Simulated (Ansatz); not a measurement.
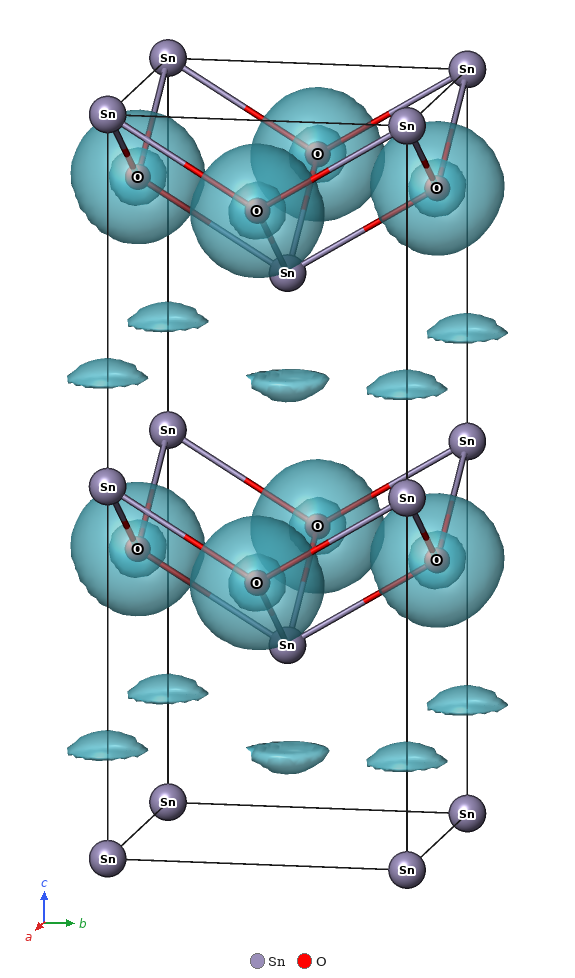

Figure 1: SnO. Isosurface of the ELF at 0.7 (cyan), seen slightly off an axis. Core shells and regions of very low density are left out. Sticks mark near contacts.

Space group P4/nmm.

Method: DFT PBE+D3(BJ), scalar-relativistic, plane waves, PAW in Ansatz 0.2.0.

Core electrons are frozen (PAW), and the valence fields are smoothed inside the atomic spheres.

The calculation's input:

```
crystal:
  lattice:
    - [2.7089383388, -2.7094791324, 0.0]
    - [2.7089383388, 2.7094791324, 0.0]
    - [0.0, 0.0, 9.5093375019]
  atoms:
    - { symbol: Sn, position: [-1.51309e-05, 1.51309e-05, 0.0006772477] }
    - { symbol: Sn, position: [1.51309e-05, -1.51309e-05, 0.5006772477] }
    - { symbol: Sn, position: [0.5000222332, 0.4999777668, 0.2563304332] }
    - { symbol: Sn, position: [0.4999777668, 0.5000222332, 0.7563304332] }
    - { symbol: O, position: [1.0000806507, 0.4998861404, 0.3784961595] }
    - { symbol: O, position: [-8.06507e-05, 0.5001138596, 0.8784961595] }
    - { symbol: O, position: [0.5001138596, -8.06507e-05, 0.3784961595] }
    - { symbol: O, position: [0.4998861404, 1.0000806507, 0.8784961595] }
basis:
  ecutwfc: 420
kpoints:
  mp_grid: { grid: [10, 10, 4] }
hamiltonian:
  xc: pbe
  dispersion: d3bj
scf:
  occupations: { method: gaussian, width: 0.1 }
output:
  forces: true
  stress: true
  eigenvalues: true
  write_density: true
  write_potential: true
  elf: true
  volumetric_format: npy
relax:
  adjacent_minimum: "off"
  f_tol: 0.005
  max_steps: 80
  cell: { stress_tol: 0.05 }
```

Command:

```sh
ansatz run input.yaml --threads 1 --pin off --max-ram 3072MiB --backend cpu --events-out ev --progress --plain --runs-dir out
```

The fields are those of the relaxed geometry.

Q: What do the ELF domains correspond to?

A: The surface consists of four lobes on Sn, pointing away from the bonds (lone pairs) and four regions wrapped around O (the valence shell of each), counted in one cell of 8 atoms. Any copies at cell faces, edges or corners count once. Profiles from the grid: Sn–O (2.24 Å): the ELF peaks at about 0.85 in the valence shell of O, 0.6 Å from its nucleus, and is about 0.20 at the midpoint (no shared electron pair shows on this line).

Q: Does the calculation give a band gap?

A: It is metallic or semimetallic at this level of theory: no gap opens.
